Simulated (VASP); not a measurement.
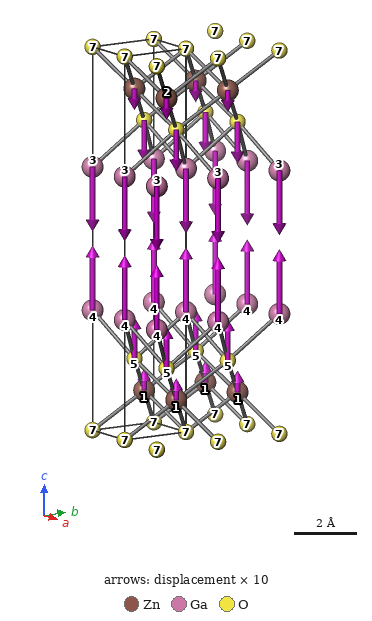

A relaxation of crystalline Zn2Ga2O3 (a generated structure, set up in P-3m1). The starting structure is drawn; purple arrows show the displacements (the part carried along by the change of the cell is left out), magnified 10 times.

Style: ball-and-stick. Shown: the cell of the calculation, repeated 2 × 2 × 1 with one cell outlined, slightly off an axis.

The run lets cell and atoms move.

Level of theory: Kohn-Sham DFT of a periodic cell, PBE, VASP PAW PBE potentials, recommended (VASP).

Input
```
SYSTEM = Zn2Ga2O3
ALGO     = Normal         ! electronic algorithm
EDIFF    = 1E-6           ! SCF threshold, eV
EDIFFG   = -0.01          ! ionic threshold
ENCUT    = 520            ! plane-wave cutoff, eV
GGA      = PE             ! functional
IBRION   = 2              ! ionic algorithm
ISIF     = 3              ! what is computed and relaxed
ISMEAR   = 0              ! smearing method
KPAR     = 4            
LASPH    = .True.         ! aspherical terms in the spheres
LCHARG   = .False.        ! write CHGCAR
LREAL    = .False.        ! projectors in reciprocal space
LWAVE    = .False.        ! write WAVECAR
NELM     = 120            ! most SCF steps
NSW      = 90             ! ionic steps
PREC     = Accurate       ! precision mode
SIGMA    = 0.03           ! smearing width, eV
```

Command:
```bash
cat potpaw_PBE.64/Zn/POTCAR potpaw_PBE.64/Ga_d/POTCAR potpaw_PBE.64/O/POTCAR > POTCAR
mpirun -np 4 vasp_std > vasp.out
```

Q: What happened in the run?

A: The largest moves relative to the cell, 0.21 Å, are those of Ga atoms. Largest moves by element: Ga 0.21 Å, O 0.14 Å, Zn 0.07 Å. The volume changes by −5.3 %, with a = b 3.081 → 3.068 Å (−0.4 %), c 12.519 → 11.960 Å (−4.5 %). The space group stays P-3m1 (No. 164). After 34 geometry steps the energy has fallen by 1.6 meV per atom. Largest force component: 0.08 eV/Å at the start, 0.0097 eV/Å at the end. Pressure: 0.12 GPa at the start and −0.08 GPa at the end.

Limits of the set-up: layers or molecules are held without a dispersion correction, so their spacing is unreliable.
